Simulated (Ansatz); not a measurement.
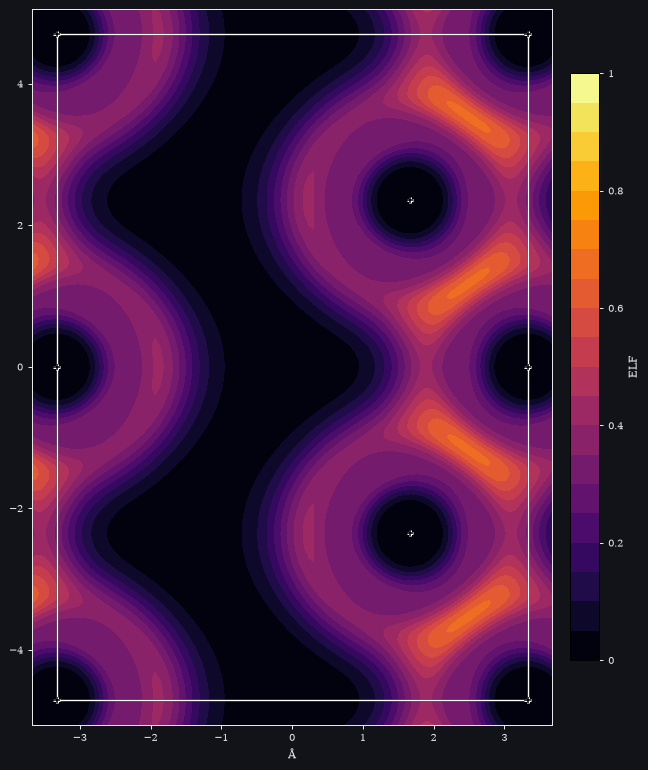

The ELF on a plane through atoms (crosses mark nuclei in the plane).

Theory: DFT PBE, scalar-relativistic, plane waves, PAW in Ansatz 0.2.0.

Candidates:
A. Ge12H5 (slab), a = 8.15 Å, b = 8.15 Å, c = 26.53 Å, α = 90.00°, β = 90.00°, γ = 90.00°. Not relaxed (largest force 0.4 eV/Å).
B. Sn, a = 6.66 Å, b = 6.66 Å, c = 6.66 Å, α = 90.00°, β = 90.00°, γ = 90.00°. Space group Fd-3m; a generated structure, not necessarily the stable one.

Question: Which candidate gave the map?

Answer: Candidate B: Sn on the (110) plane of the conventional cell, which holds Sn. Sn–Sn (2.88 Å): the ELF peaks at about 0.65 between the atoms.
